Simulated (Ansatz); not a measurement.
## Geometry relaxation, with input and output: GeSb2Te4 (part 2 of 2)

GeSb2Te4 (R-3m, 7 atoms in the cell); DFT PBE, scalar-relativistic, plane waves, PAW (Ansatz 0.2.0); cutoff 420 eV, 12×12×12 k-mesh, Gaussian smearing of 0.1 eV. The structure derives from a Materials Project entry. The run did not end well.

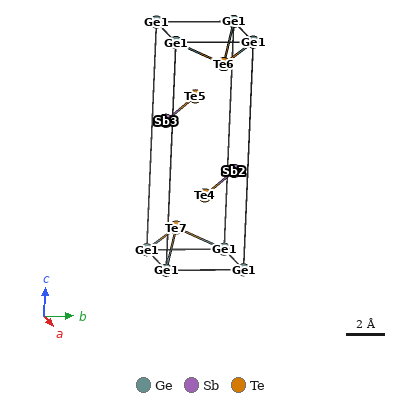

Fig. 1: The geometry at step 2 of the log (ball-and-stick view of the reduced cell, seen slightly off an axis; atoms are numbered from 1 in the order of the input).

```
Step cancelled. What follows is not a result of the run: it is the report of the last solve that finished, which converged after 7 SCF iterations.
Free energy (F): -45183.749830 eV
Harris-Foulkes:  -45183.749830 eV  (|F-HF|=4.18e-9)
Internal energy: -45183.741688 eV  (E = F + TS)
E sigma→0 (E₀):  -45183.745759 eV
Entropy (-TS):   -0.008142 eV (-1.163 meV/atom)
Fermi energy:    9.414647 eV
--- Per-component energies (eV) ---
  E_band       = -1508.294776
  E_kinetic    = 1241.449951
  E_local      = -10394.267240  (includes V_loc(G=0)·N_el)
  E_nonlocal   = -103.962891
  E_hartree    = 5614.544204
  E_xc         = -847.820973
  E_vxc        = -670.924145  (∫ρ·V_xc dr)
  E_paw        = -29813.237144  (= ΣΔE_a)
  E_vpaw       = -2809.678305  (= ΣTr[D̂ρ^β])
  E_aug_tail   = -0.000448  (compensation charges beyond the density's cutoff)
  E_ewald      = -10880.447147
  E_smearing   = -0.008142  (= −TS)
  E_closure    = -0.000000  (closes the sum)
  Σ components = -45183.749830   (vs F -45183.749830, Δ=0.00e0)
--- Forces (eV/Å), atoms counted from 1 ---
  atom   1  Ge     0.00000000     0.00000000     0.00000000
  atom   2  Sb     0.00000000     0.00000000     0.00975673
  atom   3  Sb     0.00000000    -0.00000000    -0.00975673
  atom   4  Te     0.00000000    -0.00000000    -0.00833729
  atom   5  Te     0.00000000     0.00000000     0.00833729
  atom   6  Te     0.00000000    -0.00000000    -0.00466129
  atom   7  Te     0.00000000     0.00000000     0.00466129
  max |Σ_I F_I| component: 8.67e-19 eV/Å
--- Stress (GPa, compression-positive) ---
       -0.022358       0.000000      -0.000000
        0.000000      -0.022358      -0.000000
       -0.000000      -0.000000      -0.023175
  P = ⅓ Tr σ = -0.0226 GPa (-0.226 kbar)
--- Band table (eV; the first three rows and the last of 189) ---
  k-point 0: bands = ["-28.1411", "-28.1410", "-28.1338", "-28.1338", "-28.1338", "-28.1338", "-28.1221", "-28.1221", "-28.1221", "-28.1221", "-27.3015", "-27.3013", "-27.2957", "-27.2957", "-27.2945", "-27.2945", "-27.2784", "-27.2784", "-27.2784", "-27.2784", "-19.9536", "-19.9536", "-19.9256", "-19.9256", "-19.9235", "-19.8972", "-19.8972", "-19.8920", "-19.8715", "-19.8715", "-15.2181", "-15.2181", "-15.2158", "-15.2116", "-15.2116", "-3.8120", "-3.4081", "-2.6275", "-1.2579", "-0.2741", "2.4093", "3.0154", "7.0254", "7.1744", "7.1744", "7.2433", "7.2433", "7.3261", "8.1291", "8.1291", "8.3167", "8.3167", "8.5348", "9.3191", "9.4862", "9.4862", "10.0868", "10.6195", "10.6195", "10.8368", "11.7184", "11.9759", "11.9759", "13.9620", "14.2514"]
  k-point 1: bands = ["-28.1410", "-28.1410", "-28.1339", "-28.1339", "-28.1338", "-28.1338", "-28.1220", "-28.1220", "-28.1220", "-28.1220", "-27.3015", "-27.3013", "-27.2957", "-27.2957", "-27.2946", "-27.2945", "-27.2785", "-27.2784", "-27.2784", "-27.2783", "-19.9534", "-19.9526", "-19.9256", "-19.9249", "-19.9229", "-19.8975", "-19.8973", "-19.8924", "-19.8728", "-19.8715", "-15.2183", "-15.2181", "-15.2157", "-15.2116", "-15.2115", "-3.7526", "-3.3569", "-2.5702", "-1.2351", "-0.2503", "2.3157", "2.9379", "6.5927", "6.7220", "6.7596", "6.9596", "7.1708", "7.4612", "7.8882", "8.1262", "8.2804", "8.6171", "8.6348", "9.3037", "9.3608", "9.5757", "10.0249", "10.9252", "11.1087", "11.3351", "11.7166", "11.9665", "11.9698", "13.7790", "14.0147"]
  k-point 2: bands = ["-28.1409", "-28.1409", "-28.1339", "-28.1339", "-28.1339", "-28.1339", "-28.1220", "-28.1220", "-28.1217", "-28.1217", "-27.3014", "-27.3012", "-27.2958", "-27.2958", "-27.2947", "-27.2945", "-27.2785", "-27.2784", "-27.2781", "-27.2780", "-19.9529", "-19.9498", "-19.9259", "-19.9230", "-19.9208", "-19.8985", "-19.8979", "-19.8933", "-19.8764", "-19.8715", "-15.2188", "-15.2180", "-15.2155", "-15.2116", "-15.2112", "-3.5772", "-3.2063", "-2.4045", "-1.1728", "-0.2004", "2.0455", "2.6927", "5.6432", "6.1630", "6.3888", "6.6159", "6.8325", "7.1049", "7.3439", "7.7476", "8.1036", "8.6029", "8.9747", "9.3708", "9.5344", "9.9230", "10.0075", "11.4166", "11.4841", "11.8453", "11.9987", "12.0526", "12.8114", "13.2257", "14.2083"]
  k-point 188: bands = ["-28.1410", "-28.1410", "-28.1338", "-28.1338", "-28.1338", "-28.1338", "-28.1221", "-28.1221", "-28.1221", "-28.1221", "-27.3015", "-27.3013", "-27.2957", "-27.2957", "-27.2945", "-27.2945", "-27.2784", "-27.2784", "-27.2784", "-27.2784", "-19.9536", "-19.9536", "-19.9256", "-19.9256", "-19.9235", "-19.8972", "-19.8972", "-19.8920", "-19.8715", "-19.8715", "-15.2181", "-15.2181", "-15.2158", "-15.2116", "-15.2116", "-3.7129", "-3.5991", "-2.3219", "-1.6988", "0.1375", "1.8678", "3.4525", "6.6419", "7.1822", "7.1822", "7.2364", "7.2364", "7.7343", "8.0273", "8.0273", "8.3771", "8.5263", "8.5263", "9.2394", "9.2394", "9.6417", "9.6760", "11.0137", "11.0137", "11.2445", "11.4330", "11.6495", "11.6495", "13.9054", "14.5237"]
End of that report.
Error: SIGTERM received: cancelled by the caller after 5 completed SCF iterations
```

Trajectory as extended XYZ (Å, eV, eV/Å), 3 frames, from step=1 to step=3
```
7
Lattice="2.1593 1.2467 13.2280 -2.1593 1.2467 13.2280 0.0000 -2.4933 13.2280" Properties=species:S:1:pos:R:3:forces:R:3 step=1 energy=-45183.74407 pressure_GPa=-0.05
Ge    0.0000    0.0000    0.0000    0.0000   0.0000   0.0000
Sb    0.0000    0.0000    5.5792    0.0000   0.0000   0.0520
Sb    0.0000    0.0000   34.1050    0.0000   0.0000  -0.0520
Te    0.0000    0.0000   17.0768    0.0000   0.0000  -0.0219
Te    0.0000    0.0000   22.6074    0.0000   0.0000   0.0219
Te    0.0000    0.0000   11.5492    0.0000   0.0000   0.1335
Te    0.0000    0.0000   28.1349    0.0000   0.0000  -0.1335
7
Lattice="2.1656 1.2503 13.1481 -2.1656 1.2503 13.1481 0.0000 -2.5007 13.1481" Properties=species:S:1:pos:R:3:forces:R:3 step=2 energy=-45183.74701 pressure_GPa=-0.11
Ge    0.0000    0.0000    0.0000    0.0000   0.0000   0.0000
Sb    0.0000    0.0000    5.5451    0.0000   0.0000  -0.0031
Sb    0.0000    0.0000   33.8992    0.0000   0.0000   0.0031
Te    0.0000    0.0000   16.9458    0.0000   0.0000   0.0254
Te    0.0000    0.0000   22.4985    0.0000   0.0000  -0.0254
Te    0.0000    0.0000   11.5330    0.0000   0.0000  -0.0924
Te    0.0000    0.0000   27.9112    0.0000   0.0000   0.0924
7
Lattice="2.1629 1.2487 13.1552 -2.1629 1.2487 13.1552 0.0000 -2.4975 13.1552" Properties=species:S:1:pos:R:3:forces:R:3 step=3 energy=-45183.74983 pressure_GPa=0.01
Ge    0.0000    0.0000    0.0000    0.0000   0.0000   0.0000
Sb    0.0000    0.0000    5.5554    0.0000   0.0000   0.0098
Sb    0.0000    0.0000   33.9101    0.0000   0.0000  -0.0098
Te    0.0000    0.0000   16.9713    0.0000   0.0000  -0.0083
Te    0.0000    0.0000   22.4943    0.0000   0.0000   0.0083
Te    0.0000    0.0000   11.5163    0.0000   0.0000  -0.0047
Te    0.0000    0.0000   27.9492    0.0000   0.0000   0.0047
```

This output came from the following input.

Input
```yaml
crystal:
  lattice:
    - [2.1592890373, 1.246666107, 13.2280394098]
    - [-2.1592890373, 1.246666107, 13.2280394098]
    - [0.0, -2.4933322139, 13.2280394098]
  atoms:
    - { symbol: Ge, position: [0.0, 0.0, 0.0] }
    - { symbol: Sb, position: [0.140589, 0.140589, 0.140589] }
    - { symbol: Sb, position: [0.859411, 0.859411, 0.859411] }
    - { symbol: Te, position: [0.430317, 0.430317, 0.430317] }
    - { symbol: Te, position: [0.569683, 0.569683, 0.569683] }
    - { symbol: Te, position: [0.291028, 0.291028, 0.291028] }
    - { symbol: Te, position: [0.708972, 0.708972, 0.708972] }
basis:
  ecutwfc: 420
kpoints:
  mp_grid: { grid: [12, 12, 12] }
hamiltonian:
  xc: pbe
scf:
  occupations: { method: gaussian, width: 0.1 }
output:
  forces: true
  stress: true
  eigenvalues: true
  write_density: true
  write_potential: true
  elf: true
  volumetric_format: npy
relax:
  adjacent_minimum: "off"
  f_tol: 0.005
  max_steps: 80
  cell: { stress_tol: 0.05 }
```

Launch command:
```bash
ansatz run input.yaml --threads 2 --pin off --max-ram 5120MiB --backend cpu --events-out ev --progress --plain --runs-dir out
```

What the run reported

```tsv
quantity	value
outcome	stopped at the time limit
space group (tolerance 0.01 Å)	R-3m (166)
final cell	a = 13.390 Å, b = 13.390 Å, c = 13.390 Å, α = 18.59°, β = 18.59°, γ = 18.59°
hardware	2 threads of AMD EPYC (Zen 3), 32 GiB of memory available, shared host
wall time	9.2 min (CPU time 18 min)
peak memory	1.9 GiB
```

Diagnosis

The run was cut off by its time limit, so the output is incomplete.
